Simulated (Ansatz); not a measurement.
Geometry relaxation, with input and output: Ge

System: Ge (slab, 6 atoms in the cell).
Method: DFT, PBE, all-electron LAPW, scalar-relativistic, no spin polarisation (Ansatz 0.2.0).

It belongs to a series of runs on one base structure; here: atoms relaxed, LAPW. Figures and captions count atoms from 1; the log counts them from 0 in places.

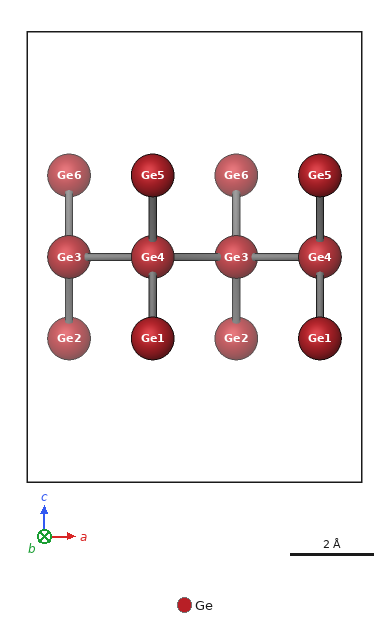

The input geometry (ball-and-stick view of the 2 × 1 repeat of the cell, with the vacuum cut short, along the b axis; atoms are numbered from 1 in the order of the input). Near neighbours in the crystal (not all of them lie inside the picture): Ge has 3 Ge at 2.46 to 2.48 Å; Ge has 4 Ge at 2.48 Å.

Summary

| quantity | value |
| --- | --- |
| outcome | converged |
| electrons in bands (core shells apart) | 132 |
| free energy | −342694.8159 eV |
| Fermi energy | −0.422 eV |
| final volume | 471.08 Å³ |
| largest force (length of the vector) at the end | 0.002 eV/Å |
| hardware | 2 threads of Arm Neoverse V2, 24 GiB of memory available, shared host |
| wall time | 5.2 min (CPU time 10 min) |
| peak memory | 1.5 GiB |

The input
```yaml
crystal:
  lattice:
    - [4.0736070244, 0.0, 0.0]
    - [0.0, 5.7609503017, 0.0]
    - [0.0, 0.0, 20.0736]
  atoms:
    - { symbol: Ge, position: [0.75, 0.1190999919, 0.4011007003] }
    - { symbol: Ge, position: [0.25, 0.8809000081, 0.4011007003] }
    - { symbol: Ge, position: [0.25, 0.6227909738, 0.5000000004] }
    - { symbol: Ge, position: [0.75, 0.3772090262, 0.5000000004] }
    - { symbol: Ge, position: [0.75, 0.1190999904, 0.5988992993] }
    - { symbol: Ge, position: [0.25, 0.8809000096, 0.5988992993] }
kpoints:
  mp_grid: { grid: [8, 5, 1] }
scf:
  occupations: { method: fermi_dirac, width: 0.02 }
hamiltonian:
  xc: pbe
  pseudopotentials: { kind: all_electron, lapw: { basis_error: 0.001 } }
output:
  forces: true
  stress: true
  eigenvalues: true
relax:
  f_tol: 0.01
  max_steps: 12
efield:
  axis: 3
  amplitude: 0
  dipole_correction: true
```

Launched with:
```bash
ansatz run input.yaml --threads 2 --pin off --max-ram 4096MiB --backend cpu --events-out ev --progress --plain --runs-dir out
```

What the program printed
```
The last accepted step is kept in [file] (removed where the run ends without a failure and the disk answers)
LAPW: plane waves up to 9.437 Å⁻¹, error target 1.0e-3 eV per atom; small_component_spin mean_spin; Ge in spheres of 1.191 Å, 22 of its electrons in bands, Dirac shells [] (how accurate: hamiltonian.pseudopotentials.lapw.basis_error, Limitations)
Engine: ansatz 0.2.0, aarch64-unknown-linux-gnu
Pseudopotentials: kind: all_electron
Pseudopotential: Ge, LAPW, valence charge 22, lapw/all_electron/scalar/gaussian/Ge, Koelling and Harmon's equation, gaussian nucleus
Functional definition: PBE
  parameter kappa = 0.804
  parameter beta = 0.06672455060314922
  exchange = pbe_x(kappa = kappa, mu = beta*pi^2/3)
  correlation = pbe_c(beta = beta)
Crystal: 6 atoms, lattice volume = 471.084 Å³
Basis set: ecut = 339.3014549419711 eV, 6673 PW (Γ), exchange–correlation at level 2
Bands: 80, of which v1, the nominal top of the filled ones, is band 66 counted from 1 (65 counted from 0)
Symmetry: 4 space group operations
k-points: 15 of 40
Non-local potential: Ge, projectors of the file, none
Initial density: superposition of atomic densities (neutral atoms: chi_scale 0, normalization atom)
Initial wavefunctions: plane waves of lowest kinetic energy (no species holds an atomic orbital)
Functional: x = pbe(κ = 0.804, μ = 0.2195149727645171), c = pbe(β = 0.06672455060314922)
iter 1 solved again at ethr=1.22e-3 eV; its pass at ethr=1.00e-1 eV (dr2=1.61e0 eV) is discarded
SCF iter   1: F=—  HF=-342695.178032 eV  |F-HF|=—  |Δ(HF+E_count)|=         —  Δρ=1.35e-2  dr2=1.61e0  ethr=1.22e-3  p=0.000 e·Å  D=2.22e-14 V/Å  ΔV_dip=-0.00 eV  dr2_dipole=1.24e-17  V_vac-E_F(+/−)=5.65/5.65 eV  ⟨swp⟩=2.7  Hψ=7625  notcnv=0
efield: sawtooth ramp at fractional position 0.9500 (placed from the atoms, in the widest stretch of the axis that holds none; the zero of the levels goes with the place), width 0.1000; the density the first Hamiltonian is built on has a dipole p = 0.000 e·Å; the dipole correction subtracts the counter field D = 6.95e-14 V/Å, which shifts the + side's vacuum level by -0.00 eV against the − side's; the planar-averaged density in the ramp window peaks in size at 1.0e-6 e/Å³
preconditioner: auto → LDOS  [metal: Δε(μ)=0.023 eV  Ē_g=23.001 eV  σ=0.020 eV  W_gap=0.28  n_scr=96 (ndim 8)  ℏωp=15.7 eV  f_vac=0.650  D(μ)=5.06/eV (n_scr^D=18)  β→1.0]
SCF iter   2: F=—  HF=-342694.866792 eV  |F-HF|=—  |Δ(HF+E_count)|=   3.11e-1  Δρ=4.04e-3  dr2=2.02e-1  ethr=1.22e-3  p=0.000 e·Å  D=1.45e-11 V/Å  ΔV_dip=-0.00 eV  dr2_dipole=1.37e-17  V_vac-E_F(+/−)=5.00/5.00 eV  ⟨swp⟩=3.1  Hψ=3843  notcnv=0
SCF iter   3: F=—  HF=-342694.917518 eV  |F-HF|=—  |Δ(HF+E_count)|=   5.07e-2  Δρ=1.26e-3  dr2=2.60e-2  ethr=1.53e-4  p=-0.000 e·Å  D=-6.51e-12 V/Å  ΔV_dip=0.00 eV  dr2_dipole=6.92e-17  V_vac-E_F(+/−)=4.63/4.63 eV  ⟨swp⟩=4.0  Hψ=3933  notcnv=0
SCF iter   4: F=—  HF=-342694.817752 eV  |F-HF|=—  |Δ(HF+E_count)|=   9.98e-2  Δρ=5.86e-4  dr2=5.16e-3  ethr=1.97e-5  p=-0.000 e·Å  D=-3.81e-11 V/Å  ΔV_dip=0.00 eV  dr2_dipole=1.44e-18  V_vac-E_F(+/−)=4.64/4.64 eV  ⟨swp⟩=3.0  Hψ=3737  notcnv=0
SCF iter   5: F=—  HF=-342694.815746 eV  |F-HF|=—  |Δ(HF+E_count)|=         —  Δρ=2.73e-4  dr2=6.55e-4  ethr=3.91e-6  p=0.000 e·Å  D=1.46e-9 V/Å  ΔV_dip=-0.00 eV  dr2_dipole=1.38e-15  V_vac-E_F(+/−)=4.56/4.56 eV  ⟨swp⟩=3.0  Hψ=3680  notcnv=0
the basis was enlarged: its passes take 402.8 KiB over the memory plan, 2 of 2 planned eigensolver slots
iter 6 solved again at ethr=1.95e-8 eV; its pass at ethr=4.96e-7 eV (dr2=2.57e-5 eV) is discarded
SCF iter   6: F=—  HF=-342694.815896 eV  |F-HF|=—  |Δ(HF+E_count)|=   1.51e-4  Δρ=5.06e-5  dr2=2.57e-5  ethr=1.95e-8  p=-0.000 e·Å  D=-1.67e-10 V/Å  ΔV_dip=0.00 eV  dr2_dipole=8.66e-16  V_vac-E_F(+/−)=4.52/4.52 eV  ⟨swp⟩=2.0  Hψ=6043  notcnv=0
SCF iter   7: F=—  HF=-342694.815900 eV  |F-HF|=—  |Δ(HF+E_count)|=   4.01e-6  Δρ=1.94e-5  dr2=1.79e-6  ethr=1.95e-8  p=0.000 e·Å  D=8.24e-10 V/Å  ΔV_dip=-0.00 eV  dr2_dipole=1.17e-16  V_vac-E_F(+/−)=4.51/4.51 eV  ⟨swp⟩=3.0  Hψ=3531  notcnv=0
SCF iter   8: F=-342694.815902 eV  HF=-342694.815902 eV  |F-HF|=2.27e-7  |Δ(HF+E_count)|=   1.30e-6  Δρ=7.65e-6  dr2=2.01e-7  ethr=1.36e-9  p=0.000 e·Å  D=5.51e-10 V/Å  ΔV_dip=-0.00 eV  dr2_dipole=6.46e-19  V_vac-E_F(+/−)=4.51/4.51 eV  ⟨swp⟩=3.0  Hψ=3535  notcnv=0
SCF 1 converged in 8 iterations: F = -342694.815902 eV  dr2 = 2.01e-7
relax step   1: F+E_penalty+E_count = -342694.81590193 eV  Δ(F+E_penalty+E_count) = +0.000e0 eV  max|allowed force component| = 2.164e-3 eV/Å  Δτ_max = 0.0000 Å  (8 SCF iters, dr2 threshold 2.50e-6 eV, accepted)
Initial density: handed on by an earlier stage of this run
Initial wavefunctions: those handed on with the density
iter 1 solved again at ethr=1.50e-10 eV; its pass at ethr=1.00e-1 eV (dr2=1.98e-7 eV) is discarded
SCF iter   1: F=—  HF=-342694.815902 eV  |F-HF|=—  |Δ(HF+E_count)|=         —  Δρ=7.38e-6  dr2=1.98e-7  ethr=1.50e-10  p=0.000 e·Å  D=5.51e-10 V/Å  ΔV_dip=-0.00 eV  dr2_dipole=6.46e-19  V_vac-E_F(+/−)=4.51/4.51 eV  ⟨swp⟩=2.0  Hψ=4779  notcnv=0
efield: sawtooth ramp at fractional position 0.9500 (handed on by an earlier solve), width 0.1000; the density the first Hamiltonian is built on has a dipole p = 0.000 e·Å; the dipole correction subtracts the counter field D = 5.51e-10 V/Å, which shifts the + side's vacuum level by -0.00 eV against the − side's; the planar-averaged density in the ramp window peaks in size at 2.4e-7 e/Å³
preconditioner: auto → LDOS  [insulator: Δε(μ)=0.084 eV  Ē_g=22.816 eV  σ=0.020 eV  W_gap=0.78  n_scr=96 (ndim 8)  ℏωp=15.7 eV  f_vac=0.663  D(μ)=1.66/eV (n_scr^D=4)  ε∞_Penn≈1.5  β→1.0]
SCF iter   2: F=—  HF=-342694.815903 eV  |F-HF|=—  |Δ(HF+E_count)|=   1.10e-6  Δρ=2.35e-6  dr2=5.58e-8  ethr=1.50e-10  p=0.000 e·Å  D=5.00e-10 V/Å  ΔV_dip=-0.00 eV  dr2_dipole=3.73e-19  V_vac-E_F(+/−)=4.51/4.51 eV  ⟨swp⟩=3.0  Hψ=3626  notcnv=0
SCF iter   3: F=-342694.815902 eV  HF=-342694.815902 eV  |F-HF|=7.33e-9  |Δ(HF+E_count)|=   4.84e-7  Δρ=1.07e-6  dr2=6.35e-9  ethr=4.23e-11  p=0.000 e·Å  D=5.09e-10 V/Å  ΔV_dip=-0.00 eV  dr2_dipole=1.22e-21  V_vac-E_F(+/−)=4.51/4.51 eV  ⟨swp⟩=3.0  Hψ=3858  notcnv=0
SCF 2 converged in 3 iterations: F = -342694.815902 eV  dr2 = 6.35e-9
relax step   2: F+E_penalty+E_count = -342694.81590231 eV  Δ(F+E_penalty+E_count) = -3.867e-7 eV  max|allowed force component| = 2.217e-3 eV/Å  Δτ_max = 0.0000 Å  (3 SCF iters, accepted)
```

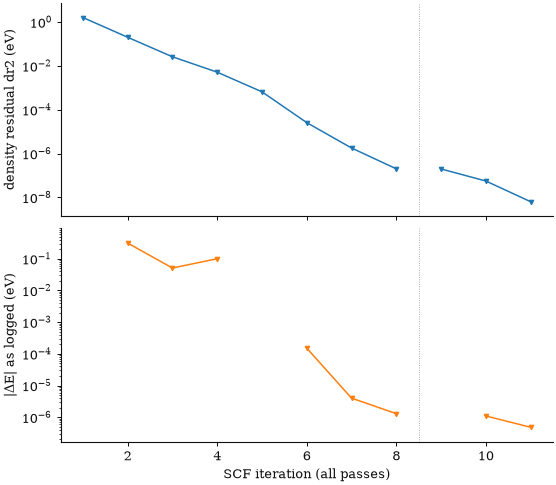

Convergence of the self-consistent field: density residual dr2 and size of the energy change against the SCF iteration. The dotted lines part the SCF passes of the relaxation: geometry steps, rejected trials and re-solves on a re-selected basis. The passes take 8 and 3 iterations.

```
SCF converged after 3 iterations
Free energy (F): -342694.815902 eV
Harris-Foulkes:  -342694.815902 eV  (|F-HF|=7.33e-9)
Internal energy: -342694.813293 eV  (E = F + TS)
E sigma→0 (E₀):  -342694.814598 eV
Entropy (-TS):   -0.002609 eV (-0.435 meV/atom)
Fermi energy:    -0.421635 eV
Dipole field:    D = 0.000000 V/Å  (p = 0.000000 e·Å, saw-weighted, corrected)
Work function:   Φ+ = 4.5110 eV   Φ− = 4.5110 eV
Levels:          The Fermi level and band energies are counted from a zero that moves with the ramp; work functions are not
--- Per-component energies (eV) ---
  E_band       = -7582.198335
  E_kinetic    = 349882.573495
  E_xc         = -13016.057427
  E_efield     = 0.000000  (sawtooth field / dipole correction)
  E_electrostatic = -679561.329361  (all electrons and nuclei)
  E_smearing   = -0.002609  (= −TS)
  E_closure    = 0.000000  (closes the sum)
  E_atoms      = -342670.799504  (free atoms, spherical and without spin; not in F)
  Σ components = -342694.815902   (vs F -342694.815902, Δ=0.00e0)
  Basis errors (estimates in eV, not in F): energy 4.8e-4 per atom: plane waves 4.5e-4 (2.7e-4 summed), levels above the bands 3.2e-130, relativity 7.9e-8, radial functions 3.3e-5, core shells 1.9e-10; eigenvalues (radial functions only) 1.1e-7; not estimated: angular momenta, meshes, grids; target (lapw.basis_error) 1.0e-3; muffin-tin radii Ge 1.191 Å
--- Forces (eV/Å), atoms counted from 1 ---
  atom   1  Ge     0.00000000     0.00102203     0.00063230
  atom   2  Ge     0.00000000    -0.00102203     0.00063230
  atom   3  Ge     0.00000000     0.00221696    -0.00000005
  atom   4  Ge     0.00000000    -0.00221696    -0.00000005
  atom   5  Ge     0.00000000     0.00102207    -0.00063225
  atom   6  Ge     0.00000000    -0.00102207    -0.00063225
  max |Σ_I F_I| component: 6.04e-11 eV/Å
--- Stress (GPa, compression-positive) ---
        0.250701       0.000000       0.000000
        0.000000       0.454456       0.000000
        0.000000       0.000000      -0.000496
  P = ⅓ Tr σ = 0.2349 GPa (2.349 kbar)
--- Band table (eV; the first three rows and the last of 15) ---
  k-point 0: bands = ["-163.9806", "-163.9796", "-163.8948", "-163.8948", "-163.8937", "-163.8937", "-111.1421", "-111.1412", "-111.0973", "-111.0952", "-111.0916", "-111.0890", "-111.0638", "-111.0638", "-111.0624", "-111.0624", "-111.0201", "-111.0201", "-111.0166", "-111.0166", "-110.9927", "-110.9927", "-110.9829", "-110.9829", "-25.0081", "-25.0066", "-24.9934", "-24.9635", "-24.9529", "-24.9207", "-24.9061", "-24.9053", "-24.8991", "-24.8943", "-24.8626", "-24.8380", "-24.8276", "-24.8238", "-24.8176", "-24.8150", "-24.8070", "-24.7675", "-24.7552", "-24.7547", "-24.7531", "-24.7376", "-24.7093", "-24.7057", "-24.6993", "-24.6944", "-24.6915", "-24.6732", "-24.6272", "-24.6262", "-12.0849", "-10.5976", "-9.3044", "-8.1292", "-5.7971", "-3.4391", "-3.2543", "-2.7244", "-2.4547", "-1.6143", "-1.0340", "-0.6195", "0.0370", "0.9112", "1.2353", "1.6821", "1.8796", "2.8259", "3.1040", "3.8063", "3.8500", "4.0744", "4.5721", "5.1157", "5.1891", "5.8324"]
  k-point 1: bands = ["-163.9806", "-163.9796", "-163.8948", "-163.8948", "-163.8937", "-163.8937", "-111.1421", "-111.1412", "-111.0973", "-111.0952", "-111.0916", "-111.0890", "-111.0638", "-111.0638", "-111.0624", "-111.0624", "-111.0201", "-111.0201", "-111.0166", "-111.0166", "-110.9927", "-110.9927", "-110.9829", "-110.9829", "-25.0058", "-25.0045", "-24.9923", "-24.9686", "-24.9487", "-24.9304", "-24.9096", "-24.9058", "-24.8990", "-24.8827", "-24.8624", "-24.8487", "-24.8302", "-24.8277", "-24.8220", "-24.8022", "-24.8006", "-24.7738", "-24.7575", "-24.7488", "-24.7430", "-24.7391", "-24.7102", "-24.7088", "-24.6989", "-24.6974", "-24.6865", "-24.6761", "-24.6287", "-24.6268", "-11.9404", "-10.5632", "-9.9619", "-7.3959", "-6.1131", "-3.7583", "-2.9561", "-2.5849", "-2.2417", "-1.5950", "-0.9372", "-0.8764", "0.2358", "0.7964", "1.0445", "1.3892", "1.7409", "2.9339", "3.4821", "3.9918", "3.9965", "4.3653", "4.7515", "4.8011", "5.4238", "5.5562"]
  k-point 2: bands = ["-163.9806", "-163.9796", "-163.8948", "-163.8948", "-163.8937", "-163.8937", "-111.1421", "-111.1412", "-111.0973", "-111.0952", "-111.0916", "-111.0890", "-111.0638", "-111.0637", "-111.0624", "-111.0624", "-111.0201", "-111.0201", "-111.0166", "-111.0166", "-110.9927", "-110.9927", "-110.9829", "-110.9829", "-25.0044", "-24.9945", "-24.9903", "-24.9808", "-24.9401", "-24.9388", "-24.9120", "-24.9107", "-24.9067", "-24.8620", "-24.8592", "-24.8572", "-24.8385", "-24.8363", "-24.8277", "-24.7904", "-24.7891", "-24.7743", "-24.7582", "-24.7546", "-24.7417", "-24.7236", "-24.7119", "-24.7070", "-24.7055", "-24.6977", "-24.6827", "-24.6816", "-24.6313", "-24.6278", "-11.5141", "-10.8316", "-10.5044", "-6.5043", "-6.3728", "-4.6930", "-2.1936", "-2.1831", "-1.6266", "-1.5802", "-1.5629", "-0.5663", "-0.4585", "0.1345", "1.3269", "1.4343", "1.9202", "2.9405", "4.1032", "4.2575", "4.2825", "4.4130", "4.6093", "5.0627", "5.2588", "5.3669"]
  k-point 14: bands = ["-163.9801", "-163.9801", "-163.8943", "-163.8943", "-163.8943", "-163.8943", "-111.1416", "-111.1416", "-111.0965", "-111.0965", "-111.0901", "-111.0901", "-111.0631", "-111.0631", "-111.0631", "-111.0631", "-111.0187", "-111.0187", "-111.0187", "-111.0187", "-110.9874", "-110.9874", "-110.9874", "-110.9874", "-25.0101", "-25.0101", "-25.0021", "-25.0021", "-24.9085", "-24.9085", "-24.9009", "-24.9009", "-24.8859", "-24.8859", "-24.8717", "-24.8717", "-24.8304", "-24.8304", "-24.7984", "-24.7984", "-24.7841", "-24.7841", "-24.7720", "-24.7720", "-24.7646", "-24.7646", "-24.7140", "-24.7140", "-24.7000", "-24.7000", "-24.6382", "-24.6382", "-24.6289", "-24.6289", "-10.0787", "-10.0787", "-8.5253", "-8.5253", "-7.5940", "-7.5940", "-3.1911", "-3.1911", "-2.9137", "-2.9137", "-1.2500", "-1.2500", "0.1347", "0.1347", "2.3130", "2.3130", "3.4009", "3.4009", "4.5493", "4.5493", "5.1933", "5.1933", "5.8232", "5.8232", "6.5454", "6.5454"]
--- Relaxed structure (2 steps of the walk, 2 accepted, 0 SCFs on fresh bases) ---
  F+E_penalty+E_count = -342694.81590231 eV   max|allowed force component| = 2.217e-3 eV/Å
  atoms:
    - { symbol: Ge, position: [0.7499999999999999, 0.1190999919, 0.4011007003] }
    - { symbol: Ge, position: [0.25, 0.8809000081000001, 0.4011007003] }
    - { symbol: Ge, position: [0.25, 0.6227909738, 0.5000000004] }
    - { symbol: Ge, position: [0.7499999999999999, 0.3772090262, 0.5000000004] }
    - { symbol: Ge, position: [0.7499999999999999, 0.1190999904, 0.5988992993000001] }
    - { symbol: Ge, position: [0.25, 0.8809000096, 0.5988992993000001] }
```

Trajectory as extended XYZ (Å, eV, eV/Å), 2 frames, from step=1 to step=2
```
6
Lattice="4.0736 0.0000 0.0000 0.0000 5.7610 0.0000 0.0000 0.0000 20.0736" Properties=species:S:1:pos:R:3:forces:R:3 step=1 energy=-342694.81590
Ge    3.0552    0.6861    8.0515    0.0000   0.0009   0.0006
Ge    1.0184    5.0748    8.0515    0.0000  -0.0009   0.0006
Ge    1.0184    3.5879   10.0368    0.0000   0.0022   0.0000
Ge    3.0552    2.1731   10.0368    0.0000  -0.0022   0.0000
Ge    3.0552    0.6861   12.0221    0.0000   0.0009  -0.0006
Ge    1.0184    5.0748   12.0221    0.0000  -0.0009  -0.0006
6
Lattice="4.0736 0.0000 0.0000 0.0000 5.7610 0.0000 0.0000 0.0000 20.0736" Properties=species:S:1:pos:R:3:forces:R:3 step=2 energy=-342694.81590
Ge    3.0552    0.6861    8.0515    0.0000   0.0010   0.0006
Ge    1.0184    5.0748    8.0515    0.0000  -0.0010   0.0006
Ge    1.0184    3.5879   10.0368    0.0000   0.0022   0.0000
Ge    3.0552    2.1731   10.0368    0.0000  -0.0022   0.0000
Ge    3.0552    0.6861   12.0221    0.0000   0.0010  -0.0006
Ge    1.0184    5.0748   12.0221    0.0000  -0.0010  -0.0006
```
